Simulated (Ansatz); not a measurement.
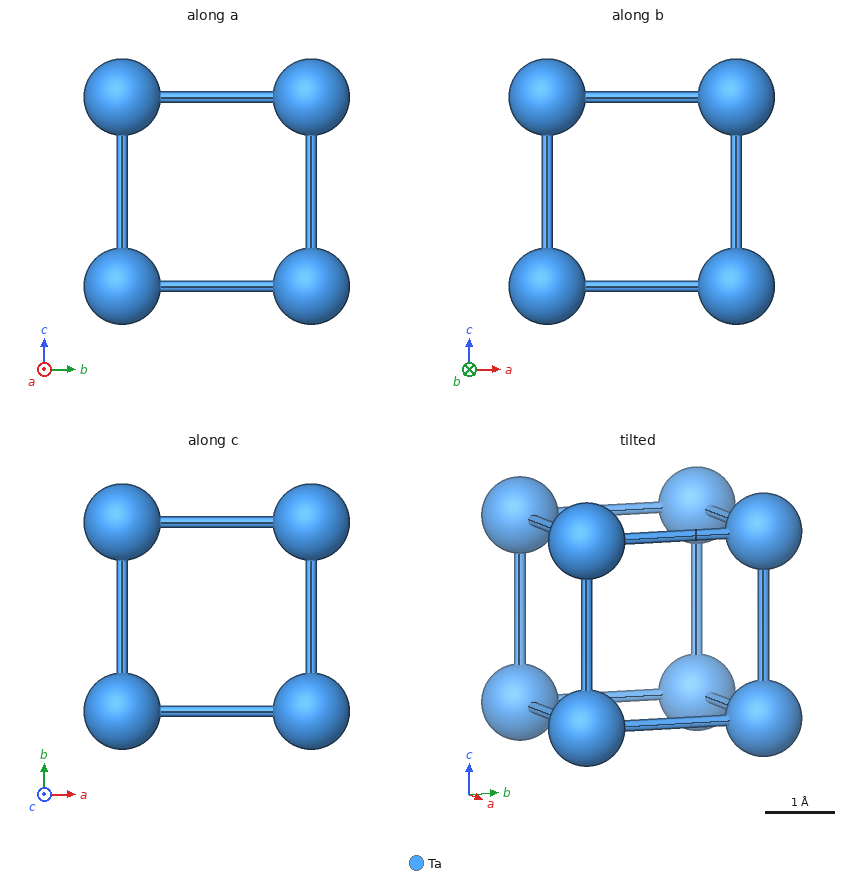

Structure drawing (ball-and-stick), viewed along the a axis, along the b axis, along the c axis and slightly off an axis. The frame is the conventional unit cell; atoms at its boundary are shown with their periodic copies.

Lattice parameters: a = 2.741 Å, b = 2.741 Å, c = 2.741 Å, α = 90.00°, β = 90.00°, γ = 90.00°.

### Write down what is shown as a table of Wyckoff sites.

Space group Pm-3m (No. 221).
```json
{"atom": "Ta", "site": "1a", "x": "0.0000", "y": "0.0000", "z": "0.0000"}
```

The structure was taken from a structure type filled with this element by a generator (whether the element takes this form wasn't checked). Earlier steps of the study may have refined or changed the cell and positions. A calculation with Ansatz used it as input.

At this level of theory the cell isn't at rest (compressed, at 6 GPa), so its distances can differ from those at equilibrium, the more so the softer the solid.
